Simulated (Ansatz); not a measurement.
System WS₂ (space group R3m, No. 160); source of the atomic positions: the geometry relaxed with DFT PBE, scalar-relativistic, plane waves, PAW in Ansatz.

```cif
data_structure
_symmetry_space_group_name_H-M 'R3m:H'
_symmetry_Int_Tables_number 160
_cell_length_a 3.1877
_cell_length_b 3.1877
_cell_length_c 22.4233
_cell_angle_alpha 90.000
_cell_angle_beta 90.000
_cell_angle_gamma 120.000
_cell_volume 197.33
loop_
_atom_site_label
_atom_site_type_symbol
_atom_site_symmetry_multiplicity
_atom_site_Wyckoff_symbol
_atom_site_fract_x
_atom_site_fract_y
_atom_site_fract_z
_atom_site_occupancy
W1 W 3 a 0.66667 0.33333 0.33266 1
S1 S 3 a 0.33333 0.66667 0.26259 1
S2 S 3 a 0.66667 0.33333 0.06939 1
```

Bonds are taken as S–W below 2.7 Å; no other contact counts. The graph is simplified in the usual way: terminal and isolated atoms are pruned, two-connected atoms become edges.

Derive the underlying net.

The result is a binodal (3,6)-connected, two-periodic (layers) net: S is a 3-connected node; W is a 6-connected node, in the ratio 2:1. It is the net of the trigonal-prismatic layers of 2H-MoS2. The layers lie parallel to (001).

```json
{"node": "S", "links": "3", "point symbol": "4^3", "coordination sequence": "3 13 9 24 15 36"}
{"node": "W", "links": "6", "point symbol": "4^3.6^12", "coordination sequence": "6 6 18 12 30 18"}
```

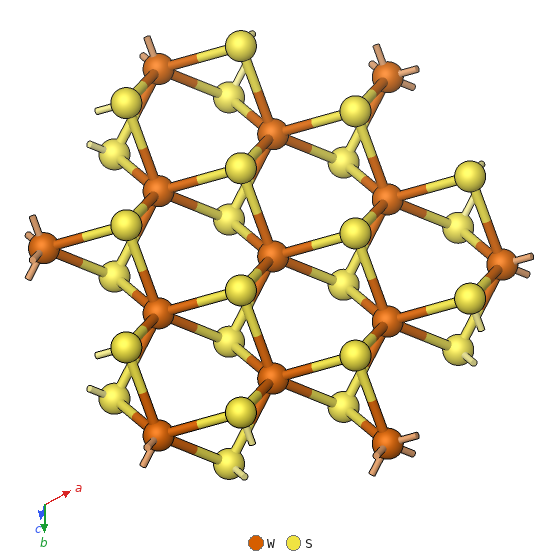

Nodes are coloured by topological kind. One layer is drawn. Edges to nodes outside the piece are drawn as stubs.
